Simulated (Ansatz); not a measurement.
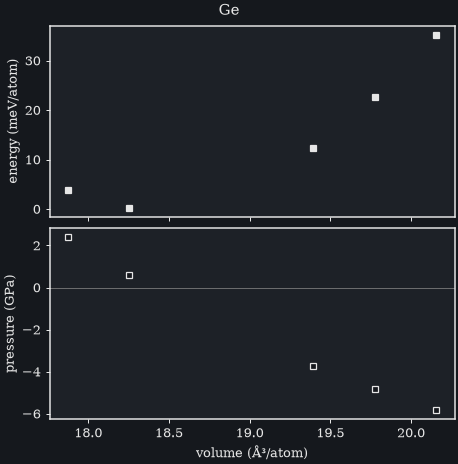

The plot gives the computed energy and pressure against volume for Ge, space group Imma (No. 74).

The given structure:
```
Ge
1.0
    -2.49590    2.65086    1.43695
     2.49590   -2.65086    1.43695
     2.49590    2.65086   -1.43695
Ge
2
Direct
  0.31406 0.06406 0.25000
  0.68594 0.93594 0.75000
```

Calculation (Ansatz 0.2.0): all-electron LAPW DFT, no spin polarisation; energies at scaled volumes of the given cell, shape and fractions fixed, counted from the fit's minimum, third-order Birch-Murnaghan fit. Level: PBEsol.

k mesh 11×11×11; occupations Fermi–Dirac; smearing width 0.05 eV; potentials all electron LAPW, scalar relativistic; program settings basis error eV/atom 0.0005.

The points at volume 18.63 Å³/atom and 19.01 Å³/atom are left out of the plot. What values does the calculation give there?

| volume (Å³/atom) | energy (meV/atom) | pressure (GPa) |
| --- | --- | --- |
| 18.63 | 0.81 | −1.03 |
| 19.01 | 4.98 | −2.46 |

Caveats: shape and atomic fractions are frozen while scaling, which makes layered, chain and framework solids too stiff.
